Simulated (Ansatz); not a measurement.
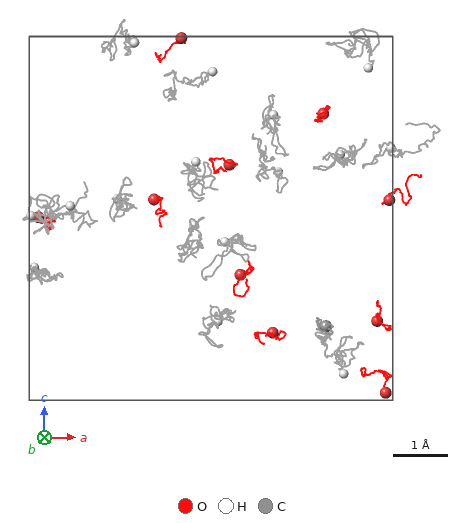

A Born-Oppenheimer molecular dynamics run of a periodic cell with 8 H2O + 1 CO2 at 1.021 g/cm³, 300 fs long. It starts from the last geometry of an earlier run, with fresh velocities. Lines trace each atom's path, in the colour of its element; spheres stand at the starting positions. Seen along the b axis in the simulation cell.

Theory: DFT PBE-D3(BJ), scalar-relativistic, plane waves, PAW in Ansatz 0.2.0. Run with plane-wave cutoff 420 eV; k-point mesh 1 × 1 × 1; Fermi-Dirac smearing 0.05 eV; Langevin thermostat and barostat (NPT); set temperature 400 K; time step 0.75 fs; friction 0.05 per fs; target pressure 0 GPa.

Question: How do the atoms move?

Answer: Root-mean-square distances from the starting positions over the second half, with the common drift of all atoms taken out: H 0.55 Å, O 0.45 Å, C 0.21 Å. The heavy atoms stay within a fraction of a molecule's size of their starting places; so short a run doesn't tell a liquid from a solid. Over the second half the temperature averages 368 K (spread ±53 K). The potential energy in the second half lies on average 10.4 meV per atom below the first frame. The mean pressure there is 0.2 GPa. The volume ends −0.8 % from the start. The conserved quantity stays between −0.79 and 0.75 meV per atom of its start. A straight-line fit has a slope that amounts to +0.42 meV per atom over 300 fs (0.9 % of the mean kinetic energy), and the ripple about it is 2.6 % of the kinetic energy's fluctuation. With a drift under 2 % and a ripple under 7 %, the integration is accurate.

Limits of the set-up: the periodic images lie only 6.7 Å apart, so the values are limited by the cell's size.

The run took 14 min on 1 thread of Arm Neoverse V1 (shared host), peak memory 0.41 GiB.
